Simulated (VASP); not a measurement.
## Two runs on Sn

System: Sn (1 atom in the cell).
Method of run A: Kohn-Sham DFT of a periodic cell, PBE with D2, VASP PAW PBE potentials, recommended, no spin polarisation (VASP 6.6.1).

The structure derives from a Materials Project entry. 

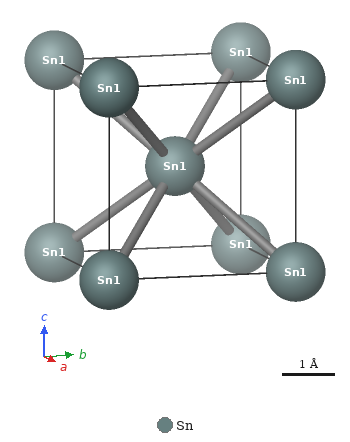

**Figure 1.** The starting structure (ball-and-stick view of the cell 2 times as large as that of the calculation, set on its symmetry axes, seen slightly off an axis; atoms are numbered from 1 in the order of the input).

### INCAR, run A
```
SYSTEM = Sn
PREC = Accurate ; ENCUT = 600
EDIFF = 1E-6 ; ISMEAR = -1
SIGMA = 0.05 ; LREAL = .False.
LASPH = .True. ; NELM = 80
ALGO = Normal ; ISIF = 3
LWAVE = .False. ; LCHARG = .False.
GGA = PE ; IVDW = 1
IBRION = 2 ; NSW = 60
EDIFFG = -0.01
```

### KPOINTS, run A
```
regular mesh
0
Gamma
  10 10 10
  0 0 0
```

### POSCAR, run A
```
Sn
1.0
   -1.8946518192      1.8946518192      1.8946518192
    1.8946518192     -1.8946518192      1.8946518192
    1.8946518192      1.8946518192     -1.8946518192
Sn
1
Direct
    0.0000000000      0.0000000000      0.0000000000
```

Command:
```bash
cat potpaw_PBE.64/Sn_d/POTCAR > POTCAR
mpirun -np 1 vasp_std > vasp.out
```

Hardware: 1 thread of Intel Xeon @ 2.50GHz (Skylake/Cascade Lake), 128 GiB of memory available, shared host.

### OSZICAR and lines of OUTCAR (run A)
```
N       E                     dE             d eps       ncg     rms          rms(c)
DAV:   1     0.768828101107E+02    0.76883E+02   -0.80431E+03  1050   0.212E+03
DAV:   2     0.945000315719E+00   -0.75938E+02   -0.74239E+02  1052   0.356E+02
DAV:   3    -0.367059458012E+01   -0.46156E+01   -0.45735E+01  1196   0.785E+01
DAV:   4    -0.377188875530E+01   -0.10129E+00   -0.10123E+00  1167   0.124E+01
DAV:   5    -0.377559610873E+01   -0.37074E-02   -0.37072E-02  1238   0.233E+00    0.133E+00
DAV:   6    -0.376564839413E+01    0.99477E-02   -0.12526E-02  1216   0.211E+00    0.731E-01
DAV:   7    -0.376246272841E+01    0.31857E-02   -0.82307E-03  1213   0.163E+00    0.987E-02
[...]
DAV:   6    -0.376305642083E+01    0.39332E-05   -0.43929E-06  1139   0.374E-02    0.120E-03
DAV:   7    -0.376305660678E+01   -0.18594E-06   -0.69756E-08   559   0.377E-03
   2 F= -.43290915E+01 E0= -.43253506E+01  d E =-.601730E-03
       N       E                     dE             d eps       ncg     rms          rms(c)
DAV:   1    -0.376398370910E+01   -0.92729E-03   -0.18493E-02  1187   0.286E+00    0.164E-01
DAV:   2    -0.376322604758E+01    0.75766E-03   -0.11226E-03  1172   0.731E-01    0.719E-02
DAV:   3    -0.376306155156E+01    0.16450E-03   -0.45866E-04  1477   0.432E-01    0.882E-03
DAV:   4    -0.376305729351E+01    0.42581E-05   -0.11191E-05  1133   0.505E-02    0.241E-03
DAV:   5    -0.376305757936E+01   -0.28586E-06   -0.40170E-07   592   0.717E-03
   3 F= -.43291137E+01 E0= -.43253876E+01  d E =-.624021E-03
[... from OUTCAR:]
  energy without entropy =       -3.75560528  energy(sigma->0) =       -3.75933143
 E-fermi :   7.8946     XC(G=0): -10.3051     alpha+bet :-13.1183
  external pressure =        0.41 kB  Pullay stress =        0.00 kB
  free  energy   TOTEN  =        -4.3291137430 eV
  energy  without entropy=       -4.3216614400  energy(sigma->0) =       -4.32538759
```

For run B the input was changed thus:
```diff
-GGA = PE ; IVDW = 1
+GGA = PE ; IVDW = 4
```

Predict how the results change.

The total energies belong to different models, so their difference says nothing on which is more stable or more accurate. The volume per atom goes from 27.55 to 26.46 Å³. The SCF takes 24 iterations over all geometry steps against 22. On the same kind of shared host run B took about 2.1 times as long.

### OSZICAR and lines of OUTCAR (run B)
```
N       E                     dE             d eps       ncg     rms          rms(c)
DAV:   1     0.768828101107E+02    0.76883E+02   -0.80431E+03  1050   0.212E+03
DAV:   2     0.945000315719E+00   -0.75938E+02   -0.74239E+02  1052   0.356E+02
DAV:   3    -0.367059458012E+01   -0.46156E+01   -0.45735E+01  1196   0.785E+01
DAV:   4    -0.377188875530E+01   -0.10129E+00   -0.10123E+00  1167   0.124E+01
DAV:   5    -0.377559610873E+01   -0.37074E-02   -0.37072E-02  1238   0.233E+00    0.133E+00
DAV:   6    -0.376564839413E+01    0.99477E-02   -0.12526E-02  1216   0.211E+00    0.731E-01
DAV:   7    -0.376246272841E+01    0.31857E-02   -0.82307E-03  1213   0.163E+00    0.987E-02
[...]
DAV:   8    -0.375466626429E+01    0.27277E-06   -0.76291E-08   544   0.288E-03
   2 F= -.40480288E+01 E0= -.40446390E+01  d E =0.393666E-02
       N       E                     dE             d eps       ncg     rms          rms(c)
DAV:   1    -0.375941838350E+01   -0.47518E-02   -0.62734E-02  1199   0.540E+00    0.303E-01
DAV:   2    -0.375688261420E+01    0.25358E-02   -0.37580E-03  1169   0.136E+00    0.133E-01
DAV:   3    -0.375631568777E+01    0.56693E-03   -0.15639E-03  1485   0.808E-01    0.161E-02
DAV:   4    -0.375628385484E+01    0.31833E-04   -0.39273E-05  1148   0.966E-02    0.447E-03
DAV:   5    -0.375628021150E+01    0.36433E-05   -0.18411E-06  1123   0.142E-02    0.235E-03
DAV:   6    -0.375627937286E+01    0.83864E-06   -0.36047E-07   553   0.106E-02
   3 F= -.40491506E+01 E0= -.40457196E+01  d E =0.281492E-02
[... from OUTCAR:]
  energy without entropy =       -3.74941749  energy(sigma->0) =       -3.75284843
 E-fermi :   8.3966     XC(G=0): -10.4960     alpha+bet :-13.6592
  external pressure =       -0.03 kB  Pullay stress =        0.00 kB
  free  energy   TOTEN  =        -4.0491505688 eV
  energy  without entropy=       -4.0422886873  energy(sigma->0) =       -4.04571963
```

### The two runs side by side

| quantity | run A | run B |
| --- | --- | --- |
| outcome | converged | converged |
| free energy per atom (eV) | −4.3291 | −4.0492 |
| energy per atom, smearing taken to zero (eV) | −4.3254 | −4.0457 |
| gap on the mesh (eV) | 0.00 | 0.00 |
| pressure (GPa) | 0.04 | 0.00 |
| volume per atom (Å³) | 27.55 | 26.46 |
| largest force (eV/Å) | 0.000 | 0.000 |
| SCF iterations | 22 | 24 |
| irreducible k-points | 47 | 47 |
